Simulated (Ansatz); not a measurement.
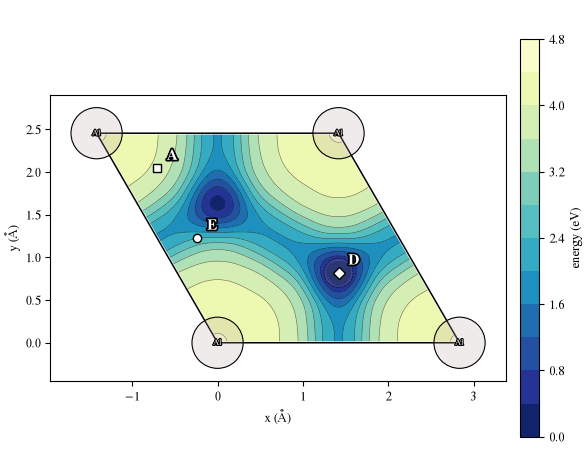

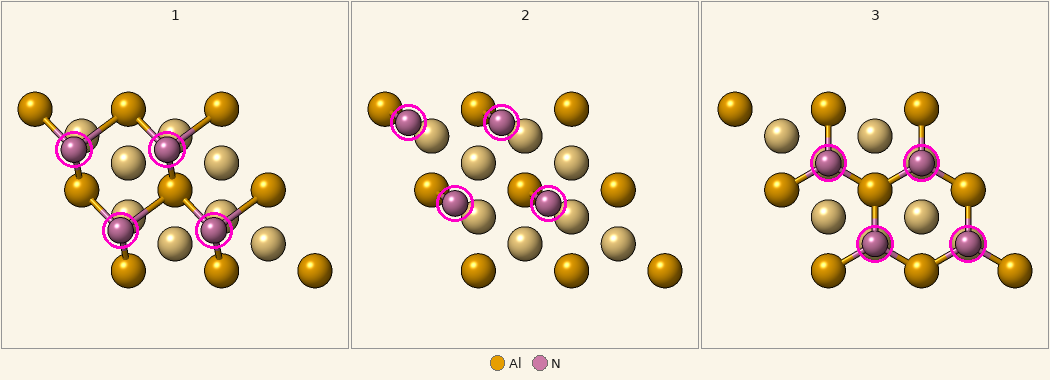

N on an Al(001) slab cut from the P6_3/mmc phase, its upper half relaxed before the scan (9 atoms of substrate and one adsorbate in a 1 × 1 cell). N is moved over the surface cell; relaxed at each place: the height of the adsorbate's atoms; substrate rigid; the origin of the map has the adsorbate above Al9. Places are given modulo a cell vector. The map is drawn in real space over the plane of the surface. Grid: 6 × 6 points; 10 points were computed and 26 follow by symmetry. Energies: eV, counted from the lowest grid point. With one adsorbate in each 1 × 1 cell, its nearest image is 2.8 Å away, so neighbouring adsorbates interact. The calculation used DFT PBEsol, scalar-relativistic, plane waves, PAW (Ansatz 0.2.0). Settings: cutoff 420 eV, k-mesh 12×12×1, gaussian smearing 0.1 eV, no spin polarisation.

The picture shows filled contours, labelled circles for the atoms of the top layer and small ones for the second layer, the outline of one cell of the plane, lettered points. Between grid points the surface is interpolated. The numbered pictures are the structures at these points, in random order. Rings mark the moved atoms.

Question: Which structure belongs to which point?

Answer: A is structure 2: (1/6, 5/6) of the cell vectors [nearest 1 Al at 1.77 Å], 3.86 eV; D is structure 3: a threefold hollow over a second-layer Al atom, (4/6, 2/6) of the cell vectors, 0.00 eV; E is structure 1: (1/6, 3/6) of the cell vectors [nearest 1 Al at 1.65 Å], 2.38 eV.

PAW datasets: the set soft_1.
